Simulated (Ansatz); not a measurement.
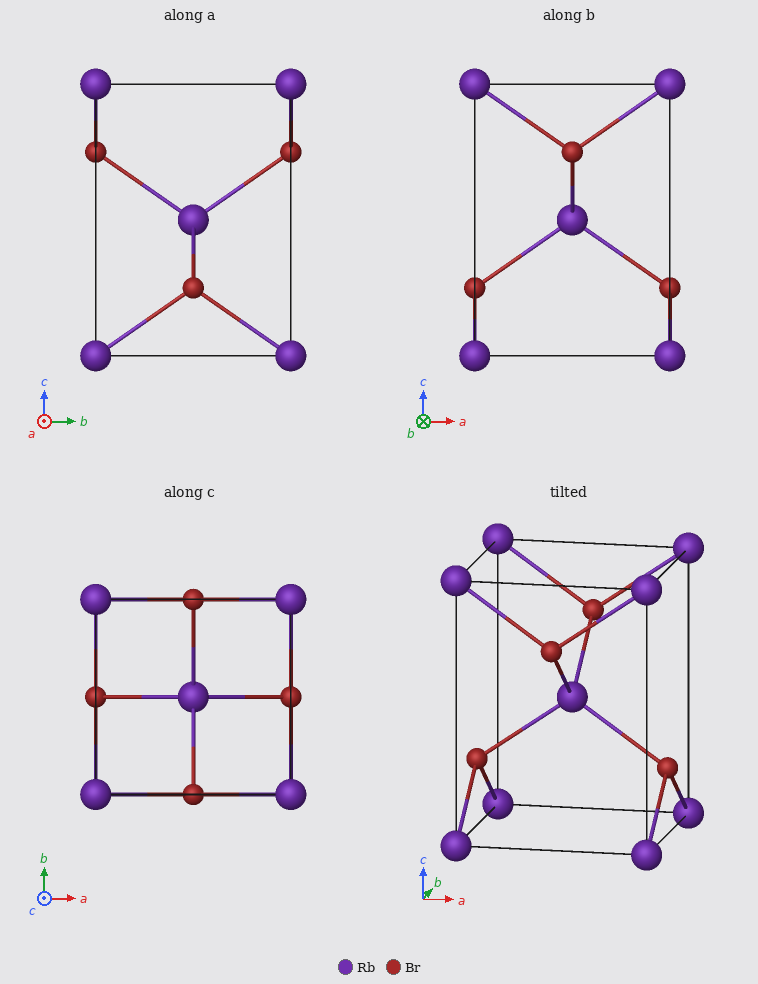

The structure above is drawn in ball-and-stick style and viewed along the a axis, along the b axis, along the c axis and slightly off an axis. The lines enclose the conventional unit cell; boundary atoms appear with their images.

Lattice parameters: a = 5.472 Å, b = 5.472 Å, c = 7.623 Å, α = 90.00°, β = 90.00°, γ = 90.00°. Put a along x and b in the xy plane.

> Set out the cell and atoms as a POSCAR file.

```
Rb Br
1.0
     5.472    0.000    0.000
     0.000    5.472    0.000
     0.000    0.000    7.623
Rb Br
2 2
Direct
  0.0000 0.0000 0.0000
  0.5000 0.5000 0.5000
  0.0000 0.5000 0.2500
  0.5000 0.0000 0.7500
```

The structure was taken from a structure type filled with these elements by a generator (whether the compound takes this form wasn't checked). Earlier steps of the study, as a rule a relaxation of our own, may have changed the cell and positions, so they can lie some per cent off the listed ones. Ansatz was used for an electronic-structure calculation on it.
